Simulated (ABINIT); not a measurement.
# Band-structure run of Au (part 3 of 3)

Au (Im-3m, 1 atom in the cell); Kohn-Sham DFT of a periodic cell, BLYP, JTH PAW PBE v2.0, no spin polarisation (ABINIT 10.8.3); cutoff 653.07 eV, 11×11×11 k-mesh, fermi-dirac of 0.05 eV. The structure derives from a Materials Project entry.

Geometry of the input (Å; fractional positions):
```
-1.6573  1.6573  1.6573
1.6573  -1.6573  1.6573
1.6573  1.6573  -1.6573
Au 0.0000  0.0000  0.0000
```

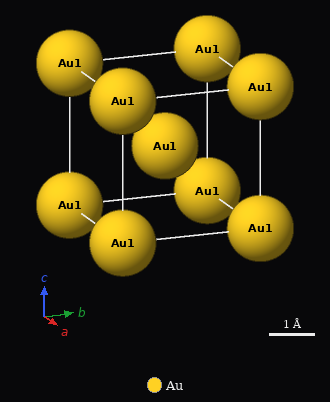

*The input geometry (spheres-only view of the cell 2 times as large as that of the calculation, set on its symmetry axes, seen slightly off an axis; atoms are numbered from 1 in the order of the input). An atom can appear more than once, as a periodic image.*

### Log, continued
```
  4.7065E-01  6.0462E-01  6.0462E-01  1.1469E+00  1.2464E+00  1.2526E+00
  1.2526E+00  1.4428E+00  1.4428E+00  1.5343E+00
 Non-SCF case, kpt   37 (  0.22500  0.22500  0.22500), residuals and eigenvalues=
  2.31E-12  8.53E-12  6.48E-12  5.02E-12  8.56E-12  5.20E-12  3.67E-12  7.14E-12
  7.72E-12  3.58E-12  7.54E-12  8.88E-12  7.70E-12  5.76E-12  3.06E-10  1.36E-04
  7.9999E-02  7.9999E-02  9.6427E-02  1.7107E-01  1.7107E-01  3.6108E-01
  4.7727E-01  5.6455E-01  5.6455E-01  1.2094E+00  1.2673E+00  1.2673E+00
  1.2707E+00  1.3714E+00  1.3714E+00  1.6135E+00
 Non-SCF case, kpt   38 (  0.25000  0.25000  0.25000), residuals and eigenvalues=
  2.24E-12  3.81E-12  4.88E-12  1.99E-12  8.19E-12  6.77E-12  4.68E-12  3.12E-12
  7.60E-12  3.46E-12  3.90E-12  8.57E-12  3.13E-12  1.22E-11  2.19E-11  2.34E-06
  8.6250E-02  8.6250E-02  8.6250E-02  1.7154E-01  1.7154E-01  3.6273E-01
  5.2956E-01  5.2956E-01  5.2956E-01  1.2791E+00  1.2791E+00  1.2791E+00
  1.3016E+00  1.3016E+00  1.3016E+00  1.6080E+00
 Non-SCF case, kpt   39 (  0.27500  0.17500  0.27500), residuals and eigenvalues=
  4.51E-12  3.60E-12  9.43E-12  2.50E-12  8.09E-12  5.30E-12  4.74E-12  6.03E-12
  4.38E-12  9.84E-12  8.37E-12  9.36E-12  5.58E-11  2.56E-10  2.25E-10  1.20E-05
  7.1743E-02  9.3033E-02  9.3033E-02  1.7111E-01  1.7111E-01  3.6445E-01
  5.0096E-01  5.0096E-01  5.9981E-01  1.2096E+00  1.2096E+00  1.3258E+00
  1.3258E+00  1.3276E+00  1.3556E+00  1.5624E+00
 Non-SCF case, kpt   40 (  0.30000  0.10000  0.30000), residuals and eigenvalues=
  5.66E-12  5.35E-12  8.16E-12  4.47E-12  9.44E-12  6.40E-12  7.07E-12  6.08E-12
  9.63E-12  3.47E-12  5.65E-12  7.31E-12  5.25E-12  9.98E-12  4.07E-11  1.86E-05
  5.9885E-02  9.8303E-02  9.8303E-02  1.7012E-01  1.7012E-01  3.6972E-01
  4.8037E-01  4.8037E-01  6.7825E-01  1.1386E+00  1.1386E+00  1.3369E+00
  1.3633E+00  1.3633E+00  1.4387E+00  1.4552E+00
 Non-SCF case, kpt   41 (  0.32500  0.02500  0.32500), residuals and eigenvalues=
  9.43E-12  2.14E-12  3.54E-12  2.41E-12  7.00E-12  9.10E-12  6.08E-12  7.39E-12
  9.30E-12  9.07E-12  4.09E-12  6.50E-12  3.87E-06  1.23E-10  1.48E-08  7.33E-06
  5.5421E-02  9.9551E-02  9.9551E-02  1.6977E-01  1.6977E-01  3.7724E-01
  4.6895E-01  4.6895E-01  7.6131E-01  1.0736E+00  1.0736E+00  1.3041E+00
  1.3721E+00  1.4024E+00  1.4024E+00  1.5279E+00
 Non-SCF case, kpt   42 (  0.35000 -0.05000  0.35000), residuals and eigenvalues=
  5.57E-12  7.89E-12  9.25E-12  5.49E-12  7.27E-12  7.38E-12  2.51E-12  4.21E-12
  7.70E-12  7.53E-12  6.71E-12  8.23E-12  1.75E-09  2.70E-10  9.70E-10  1.20E-04
  6.0757E-02  9.4871E-02  9.4871E-02  1.7169E-01  1.7169E-01  3.8624E-01
  4.6647E-01  4.6647E-01  8.4369E-01  1.0151E+00  1.0151E+00  1.2097E+00
  1.3478E+00  1.4373E+00  1.4373E+00  1.6228E+00
 Non-SCF case, kpt   43 (  0.37500 -0.12500  0.37500), residuals and eigenvalues=
  4.31E-12  4.95E-12  5.11E-12  4.75E-12  6.76E-12  5.89E-12  2.71E-12  6.12E-12
  1.94E-12  4.82E-12  8.44E-12  5.92E-12  6.68E-12  8.18E-10  2.27E-08  1.86E-04
  7.6500E-02  8.4748E-02  8.4748E-02  1.7639E-01  1.7639E-01  3.9673E-01
  4.7100E-01  4.7100E-01  9.0483E-01  9.6395E-01  9.6395E-01  1.1298E+00
  1.3317E+00  1.4645E+00  1.4645E+00  1.6780E+00
 Non-SCF case, kpt   44 (  0.40000 -0.20000  0.40000), residuals and eigenvalues=
  2.35E-12  3.62E-12  7.06E-12  4.10E-12  8.57E-12  7.25E-12  5.07E-12  8.05E-12
  2.60E-12  3.36E-12  8.04E-12  7.74E-12  7.33E-12  6.10E-09  4.42E-08  2.56E-06
  7.1785E-02  7.1785E-02  1.0167E-01  1.8294E-01  1.8294E-01  4.0932E-01
  4.7950E-01  4.7950E-01  8.8540E-01  9.2095E-01  9.2095E-01  1.1337E+00
  1.3183E+00  1.4853E+00  1.4853E+00  1.6910E+00
 Non-SCF case, kpt   45 (  0.42500 -0.27500  0.42500), residuals and eigenvalues=
  3.26E-12  9.31E-12  8.06E-12  5.97E-12  5.81E-12  4.76E-12  4.32E-12  5.30E-12
  9.11E-12  9.79E-12  6.77E-12  8.19E-12  4.15E-12  1.85E-08  7.00E-08  8.68E-06
  5.8856E-02  5.8856E-02  1.3343E-01  1.8998E-01  1.8998E-01  4.2547E-01
  4.8881E-01  4.8881E-01  8.0260E-01  8.8707E-01  8.8707E-01  1.1943E+00
  1.3217E+00  1.5016E+00  1.5016E+00  1.6940E+00
 Non-SCF case, kpt   46 (  0.45000 -0.35000  0.45000), residuals and eigenvalues=
  4.62E-12  5.49E-12  1.62E-12  5.97E-12  5.04E-12  8.21E-12  4.49E-12  7.99E-12
  8.56E-12  6.67E-12  7.66E-12  8.35E-12  8.33E-12  1.13E-09  1.64E-08  4.21E-04
  4.8181E-02  4.8181E-02  1.6636E-01  1.9622E-01  1.9622E-01  4.4776E-01
  4.9652E-01  4.9652E-01  7.1147E-01  8.6294E-01  8.6294E-01  1.2254E+00
  1.3776E+00  1.5133E+00  1.5133E+00  1.6977E+00
 Non-SCF case, kpt   47 (  0.47500 -0.42500  0.47500), residuals and eigenvalues=
  1.23E-12  5.79E-12  2.59E-12  6.29E-12  9.55E-12  6.26E-12  3.78E-12  9.35E-12
  7.11E-12  7.74E-12  9.29E-12  8.88E-12  1.67E-10  1.66E-11  2.77E-10  4.26E-05
  4.1230E-02  4.1230E-02  1.9218E-01  2.0054E-01  2.0054E-01  4.7861E-01
  5.0134E-01  5.0134E-01  6.3127E-01  8.4866E-01  8.4866E-01  1.2269E+00
  1.4672E+00  1.5196E+00  1.5196E+00  1.7006E+00
 Non-SCF case, kpt   48 (  0.50000 -0.50000  0.50000), residuals and eigenvalues=
  7.23E-12  7.99E-12  5.15E-12  9.62E-12  8.58E-12  3.83E-12  7.93E-12  8.21E-12
  8.00E-12  9.43E-12  8.15E-12  7.14E-12  9.51E-12  5.18E-10  5.31E-09  7.32E-05
  3.8825E-02  3.8825E-02  2.0208E-01  2.0208E-01  2.0208E-01  5.0295E-01
  5.0295E-01  5.0295E-01  5.8895E-01  8.4397E-01  8.4397E-01  1.2254E+00
  1.5215E+00  1.5215E+00  1.5215E+00  1.7030E+00

--- !ResultsGS
iteration_state: {dtset: 2, }
comment   : Summary of ground state results
lattice_vectors:
- [ -3.1317845,   3.1317845,   3.1317845, ]
- [  3.1317845,  -3.1317845,   3.1317845, ]
- [  3.1317845,   3.1317845,  -3.1317845, ]
lattice_lengths: [   5.42441,    5.42441,    5.42441, ]
lattice_angles: [109.471, 109.471, 109.471, ] # degrees, (23, 13, 12)
lattice_volume:   1.2286710E+02
convergence: {deltae:  0.000E+00, res2:  0.000E+00, residm:  9.981E-12, diffor:  0.000E+00, }
etotal    :  -3.40621103E+01
entropy   :   0.00000000E+00
fermie    :   2.64198482E-01
cartesian_stress_tensor: null
pressure_GPa: null
xred      :
- [  0.0000E+00,   0.0000E+00,   0.0000E+00, Au]
cartesian_forces: null
force_length_stats: {min: null, max: null, mean: null, }
...

 Integrated electronic density in atomic spheres:
 ------------------------------------------------
 Atom  Sphere_radius  Integrated_density
    1        2.50870          9.46968827

================================================================================

 ----iterations are completed or convergence reached----

 Mean square residual over all n,k,spin=   62.723E-13; max=  99.808E-13
 reduced coordinates (array xred) for    1 atoms
       0.000000000000      0.000000000000      0.000000000000

 cartesian coordinates (angstrom) at end:
    1      0.00000000000000     0.00000000000000     0.00000000000000
 length scales=  1.000000000000  1.000000000000  1.000000000000 bohr
              =  0.529177210544  0.529177210544  0.529177210544 angstroms
 Eigenvalues (   eV  ) for nkpt=  48  k points:
 kpt#   1, nband= 16, wtk=  1.00000, kpt=  0.0000  0.0000  0.0000 (reduced coord)
  -1.79403    2.72937    2.72937    2.72937    4.46659    4.46659   24.76055   24.76055
  24.76055   30.27657   30.27657   30.27657   32.04070   32.04070   36.78821   36.78908
 kpt#   2, nband= 16, wtk=  1.00000, kpt=  0.0455 -0.0455  0.0455 (reduced coord)
  -1.64986    2.73651    2.73651    2.77850    4.38626    4.49693   24.56682   24.91716
  24.91716   28.37974   29.74860   29.74860   32.56274   33.41048   36.85512   37.24578
 kpt#   3, nband= 16, wtk=  1.00000, kpt=  0.0909 -0.0909  0.0909 (reduced coord)
  -1.22654    2.76514    2.76514    2.92323    4.15491    4.58050   24.12991   25.22838
  25.22838   25.81523   28.66126   28.66126   33.97163   34.55760   36.57658   38.29414
 kpt#   4, nband= 16, wtk=  1.00000, kpt=  0.1364 -0.1364  0.1364 (reduced coord)
  -0.55580    2.83432    2.83432    3.15560    3.79937    4.70038   23.48367   23.67133
  24.88849   24.88849   28.25310   28.25310   35.14164   36.00861   36.05853   39.59395
 kpt#   5, nband= 16, wtk=  1.00000, kpt=  0.1818 -0.1818  0.1818 (reduced coord)
   0.29111    2.96841    2.96841    3.35835    3.46209    4.85449   21.58253   23.30657
  23.41611   23.41611   29.19869   29.19869   35.32647   35.59419   38.50108   39.36817
 kpt#   6, nband= 16, wtk=  1.00000, kpt=  0.2273 -0.2273  0.2273 (reduced coord)
   1.15622    2.87557    3.18963    3.18963    3.82342    5.12266   20.20565   21.56232
  21.56232   23.06528   30.80758   30.80758   34.39439   35.08944   37.59722   41.34739
 kpt#   7, nband= 16, wtk=  1.00000, kpt=  0.2727 -0.2727  0.2727 (reduced coord)
   1.74868    2.39370    3.51136    3.51136    4.21452    5.74611   19.35722   19.67225
  19.67225   22.93596   31.85919   32.73871   32.73871   34.60564   37.51238   43.86726
 kpt#   8, nband= 16, wtk=  1.00000, kpt=  0.3182 -0.3182  0.3182 (reduced coord)
   1.86626    1.95019    3.93189    3.93189    4.60508    6.93077   17.87420   17.87420
  18.92485   22.89064   29.03085   34.17326   34.84110   34.84110   38.01448   45.31930
 kpt#   9, nband= 16, wtk=  1.00000, kpt=  0.3636 -0.3636  0.3636 (reduced coord)
   1.57540    1.66010    4.42609    4.42609    4.96106    8.57081   16.25858   16.25858
  18.65746   22.89757   26.43385   33.81843   36.98783   36.98783   38.78910   46.45145
 kpt#  10, nband= 16, wtk=  1.00000, kpt=  0.4091 -0.4091  0.4091 (reduced coord)
   1.29216    1.36736    4.93238    4.93238    5.24772   10.47014   14.92684   14.92684
  18.14982   22.92680   24.40944   33.55755   39.02420   39.02420   39.78588   47.08765
 kpt#  11, nband= 16, wtk=  1.00000, kpt=  0.4545 -0.4545  0.4545 (reduced coord)
   1.11615    1.14017    5.33836    5.33836    5.43423   12.42948   14.01637   14.01637
  17.04261   22.95451   23.28024   33.39911   40.68409   40.68409   40.85013   46.61780
 kpt#  12, nband= 16, wtk=  1.00000, kpt=  0.5000 -0.5000  0.5000 (reduced coord)
   1.05648    1.05648    5.49899    5.49899    5.49899   13.68608   13.68608   13.68608
  16.02617   22.96549   22.96549   33.34612   41.40275   41.40275   41.40275   46.34103
 kpt#  13, nband= 16, wtk=  1.00000, kpt=  0.4375 -0.4375  0.5000 (reduced coord)
   1.11782    1.13125    5.27582    5.34207    5.51161   12.88102   13.46243   13.99508
  17.15793   23.03607   23.16735   33.38894   40.06916   40.78157   41.69814   46.15718
 kpt#  14, nband= 16, wtk=  1.00000, kpt=  0.3750 -0.3750  0.5000 (reduced coord)
   1.28385    1.35434    4.70871    4.90619    5.54770   11.84995   12.83983   14.81637
  18.99424   23.39316   23.74756   33.42379   37.59387   39.70818   42.55276   45.49700
 kpt#  15, nband= 16, wtk=  1.00000, kpt=  0.3125 -0.3125  0.5000 (reduced coord)
   1.48712    1.72186    3.99043    4.32878    5.60210   11.15067   11.92847   15.94699
  20.32753   24.57604   24.65465   33.17127   35.06904   39.07828   43.88258   44.42645
 kpt#  16, nband= 16, wtk=  1.00000, kpt=  0.2500 -0.2500  0.5000 (reduced coord)
   1.57263    2.22596    3.27240    3.87753    5.66690   10.75063   10.84556   17.21639
  20.74272   25.84088   26.84067   32.40726   32.80442   39.28069   43.45621   44.29075
 kpt#  17, nband= 16, wtk=  1.00000, kpt=  0.1875 -0.1875  0.5000 (reduced coord)
   1.37885    2.64763    2.85137    3.80253    5.73238    9.69276   10.54537   18.49562
  20.68323   27.26027   29.60239   30.97137   31.29927   40.15817   42.63261   43.82701
 kpt#  18, nband= 16, wtk=  1.00000, kpt=  0.1250 -0.1250  0.5000 (reduced coord)
   1.02827    2.17081    3.56429    4.00569    5.78845    8.56471   10.45028   19.65767
  20.46742   28.83255   29.54450   30.16330   32.48645   41.06245   41.32829   41.99661
 kpt#  19, nband= 16, wtk=  1.00000, kpt=  0.0625 -0.0625  0.5000 (reduced coord)
   0.74623    1.87366    4.23207    4.26721    5.82621    7.59818   10.41209   20.25906
  20.52585   28.72865   29.28281   30.32962   34.78330   38.76599   41.59843   42.36627
 kpt#  20, nband= 16, wtk=  1.00000, kpt=  0.0000  0.0000  0.5000 (reduced coord)
   0.64272    1.77286    4.32450    4.63016    5.83951    7.14503   10.40233   20.17387
  20.86105   28.45591   28.93991   31.06403   35.72342   37.76322   41.46290   42.79675
 kpt#  21, nband= 16, wtk=  1.00000, kpt=  0.0000  0.0000  0.4375 (reduced coord)
   0.65466    1.80615    4.29403    4.62033    5.68175    6.20020   11.60786   20.34576
  21.18029   28.32589   28.78440   31.30043   34.28070   39.27218   40.86354   42.48748
 kpt#  22, nband= 16, wtk=  1.00000, kpt=  0.0000  0.0000  0.3750 (reduced coord)
   0.64952    1.90214    4.17363    4.59407    4.79831    5.25842   13.85728   20.85067
  22.08109   28.01491   28.33509   31.91074   32.32580   39.72015   41.18726   41.70707
 kpt#  23, nband= 16, wtk=  1.00000, kpt=  0.0000  0.0000  0.3125 (reduced coord)
   0.48699    2.04923    3.50603    4.25293    4.55926    4.68365   16.41526   21.65459
  23.42680   27.63430   27.65138   30.57009   32.71498   38.67388   40.73131   41.02739
 kpt#  24, nband= 16, wtk=  1.00000, kpt=  0.0000  0.0000  0.2500 (reduced coord)
   0.00806    2.22837    2.95123    4.07540    4.18306    4.52484   19.10727   22.68815
  25.05579   26.84020   27.26415   29.14622   33.48337   37.96548   38.90385   39.85583
 kpt#  25, nband= 16, wtk=  1.00000, kpt=  0.0000  0.0000  0.1875 (reduced coord)
  -0.66212    2.41414    2.78437    3.52502    4.20848    4.49728   21.75685   23.79139
  26.03454   26.79976   27.03946   28.22140   33.81116   37.48240   37.60519   37.80678
 kpt#  26, nband= 16, wtk=  1.00000, kpt=  0.0000  0.0000  0.1250 (reduced coord)
  -1.26342    2.57727    2.74908    3.09448    4.30833    4.47908   23.85825   24.57832
  25.36049   27.41501   28.16375   28.46153   33.39635   35.58526   37.04698   37.35042
 kpt#  27, nband= 16, wtk=  1.00000, kpt=  0.0000  0.0000  0.0625 (reduced coord)
  -1.65805    2.68938    2.73507    2.82230    4.41920    4.46948   24.65451   24.77191
  24.91566   28.98536   29.18053   29.75750   32.65430   33.44227   36.85530   37.08299
 kpt#  28, nband= 16, wtk=  1.00000, kpt=  0.0000  0.0000  0.0000 (reduced coord)
  -1.79403    2.72937    2.72937    2.72937    4.46659    4.46659   24.76055   24.76055
  24.76055   30.27657   30.27657   30.27657   32.04070   32.04070   36.78821   36.78908
 kpt#  29, nband= 16, wtk=  1.00000, kpt=  0.0250  0.0250  0.0250 (reduced coord)
  -1.66353    2.70491    2.70491    2.83424    4.44557    4.44557   24.73361   24.73361
  24.86167   29.07490   29.44711   29.44711   33.04198   33.04201   36.98820   37.00549
 kpt#  30, nband= 16, wtk=  1.00000, kpt=  0.0500  0.0500  0.0500 (reduced coord)
  -1.28416    2.62826    2.62826    3.15069    4.40068    4.40068   24.33097   24.33097
  25.16498   26.56288   28.92358   28.92358   34.08668   34.08983   36.68925   37.96070
 kpt#  31, nband= 16, wtk=  1.00000, kpt=  0.0750  0.0750  0.0750 (reduced coord)
  -0.69271    2.49899    2.49899    3.68408    4.36971    4.36971   23.24590   23.24590
  23.72596   25.67028   29.58551   29.58551   34.37667   34.37832   35.83117   39.83700
 kpt#  32, nband= 16, wtk=  1.00000, kpt=  0.1000  0.1000  0.1000 (reduced coord)
   0.04899    2.33597    2.33597    4.37764    4.37764    4.44129   20.89873   21.82912
  21.82912   26.37728   31.10198   31.10198   34.28027   34.28048   34.93242   42.15902
 kpt#  33, nband= 16, wtk=  1.00000, kpt=  0.1250  0.1250  0.1250 (reduced coord)
   0.85632    2.17721    2.17721    4.42331    4.42331    5.42394   18.24029   20.36925
  20.36925   27.28548   33.10480   33.10480   34.11938   34.11938   34.17753   44.36186
 kpt#  34, nband= 16, wtk=  1.00000, kpt=  0.1500  0.1500  0.1500 (reduced coord)
   1.62773    2.06266    2.06266    4.49015    4.49015    6.61325   15.87832   18.96812
  18.96812   28.39418   33.70761   33.89543   33.89543   35.54624   35.54624   44.69600
 kpt#  35, nband= 16, wtk=  1.00000, kpt=  0.1750  0.1750  0.1750 (reduced coord)
   2.02008    2.02008    2.25027    4.55963    4.55963    7.94133   13.96966   17.65839
  17.65839   29.70235   33.60943   33.90092   33.90092   38.02240   38.02240   42.70187
 kpt#  36, nband= 16, wtk=  1.00000, kpt=  0.2000  0.2000  0.2000 (reduced coord)
   2.06028    2.06028    2.60772    4.61752    4.61752    9.19590   12.80696   16.45248
  16.45248   31.20854   33.91594   34.08405   34.08405   39.26060   39.26075   41.74967
 kpt#  37, nband= 16, wtk=  1.00000, kpt=  0.2250  0.2250  0.2250 (reduced coord)
   2.17687    2.17687    2.62392    4.65509    4.65509    9.82553   12.98720   15.36229
  15.36229   32.91061   34.48410   34.48410   34.57859   37.31642   37.31642   43.90504
 kpt#  38, nband= 16, wtk=  1.00000, kpt=  0.2500  0.2500  0.2500 (reduced coord)
   2.34698    2.34698    2.34698    4.66797    4.66797    9.87028   14.40996   14.40996
  14.40996   34.80535   34.80535   34.80535   35.41933   35.41933   35.41933   43.75718
 kpt#  39, nband= 16, wtk=  1.00000, kpt=  0.2750  0.1750  0.2750 (reduced coord)
   1.95223    2.53155    2.53155    4.65600    4.65600    9.91722   13.63179   13.63179
  16.32170   32.91438   32.91438   36.07748   36.07748   36.12464   36.88775   42.51485
 kpt#  40, nband= 16, wtk=  1.00000, kpt=  0.3000  0.1000  0.3000 (reduced coord)
   1.62956    2.67496    2.67496    4.62919    4.62919   10.06046   13.07162   13.07162
  18.45622   30.98245   30.98245   36.37758   37.09642   37.09642   39.14965   39.59838
 kpt#  41, nband= 16, wtk=  1.00000, kpt=  0.3250  0.0250  0.3250 (reduced coord)
   1.50808    2.70891    2.70891    4.61961    4.61961   10.26518   12.76080   12.76080
  20.71627   29.21318   29.21318   35.48749   37.33801   38.16236   38.16236   41.57725
 kpt#  42, nband= 16, wtk=  1.00000, kpt=  0.3500 -0.0500  0.3500 (reduced coord)
   1.65329    2.58157    2.58157    4.67192    4.67192   10.51023   12.69330   12.69330
  22.95786   27.62296   27.62296   32.91838   36.67591   39.11181   39.11181   44.15890
 kpt#  43, nband= 16, wtk=  1.00000, kpt=  0.3750 -0.1250  0.3750 (reduced coord)
   2.08167    2.30612    2.30612    4.79991    4.79991   10.79556   12.81660   12.81660
  24.62157   26.23033   26.23033   30.74444   36.23753   39.85112   39.85112   45.65991
 kpt#  44, nband= 16, wtk=  1.00000, kpt=  0.4000 -0.2000  0.4000 (reduced coord)
   1.95336    1.95336    2.76657    4.97803    4.97803   11.13830   13.04784   13.04784
  24.09296   25.06037   25.06037   30.84874   35.87218   40.41601   40.41601   46.01558
 kpt#  45, nband= 16, wtk=  1.00000, kpt=  0.4250 -0.2750  0.4250 (reduced coord)
   1.60155    1.60155    3.63072    5.16954    5.16954   11.57753   13.30118   13.30118
  21.83997   24.13843   24.13843   32.49940   35.96596   40.86051   40.86051   46.09601
 kpt#  46, nband= 16, wtk=  1.00000, kpt=  0.4500 -0.3500  0.4500 (reduced coord)
   1.31107    1.31107    4.52691    5.33951    5.33951   12.18419   13.51091   13.51091
  19.36002   23.48171   23.48171   33.34576   37.48532   41.17811   41.17811   46.19812
 kpt#  47, nband= 16, wtk=  1.00000, kpt=  0.4750 -0.4250  0.4750 (reduced coord)
   1.12193    1.12193    5.22936    5.45696    5.45696   13.02352   13.64228   13.64228
  17.17777   23.09335   23.09335   33.38480   39.92505   41.35164   41.35164   46.27633
 kpt#  48, nband= 16, wtk=  1.00000, kpt=  0.5000 -0.5000  0.5000 (reduced coord)
   1.05648    1.05648    5.49899    5.49899    5.49899   13.68608   13.68608   13.68608
  16.02617   22.96549   22.96549   33.34612   41.40275   41.40275   41.40275   46.34103

== END DATASET(S) ==============================================================
================================================================================

 -outvars: echo values of variables after computation  --------
            acell      1.0000000000E+00  1.0000000000E+00  1.0000000000E+00 Bohr
           etotal1    -3.4062110346E+01
            fcart1    -0.0000000000E+00 -0.0000000000E+00 -0.0000000000E+00
            rprim     -3.1317845248E+00  3.1317845248E+00  3.1317845248E+00
                       3.1317845248E+00 -3.1317845248E+00  3.1317845248E+00
                       3.1317845248E+00  3.1317845248E+00 -3.1317845248E+00
           strten1    -3.2097367750E-04 -3.2097367750E-04 -3.2097367750E-04
                       0.0000000000E+00  0.0000000000E+00  0.0000000000E+00
 Calculation completed.
```

### Summary

- outcome: converged
- space group (tolerance 0.01 Å): Im-3m (229)
- electrons treated: 11
- free energy: −926.8772 eV
- Fermi energy: 7.189 eV
- gap on the k-point mesh: none (metallic)
- pressure: 9.44 GPa
- largest force (length of the vector): under 0.001 eV/Å
- hardware: 1 thread of Arm Neoverse V1, 24 GiB of memory available, shared host
- wall time: 33 s
- peak memory: 0.1 GiB

Spin–orbit coupling is left out, which matters for Au. The cell is under a pressure of 9.4 GPa at this level, so it is not at its equilibrium volume.
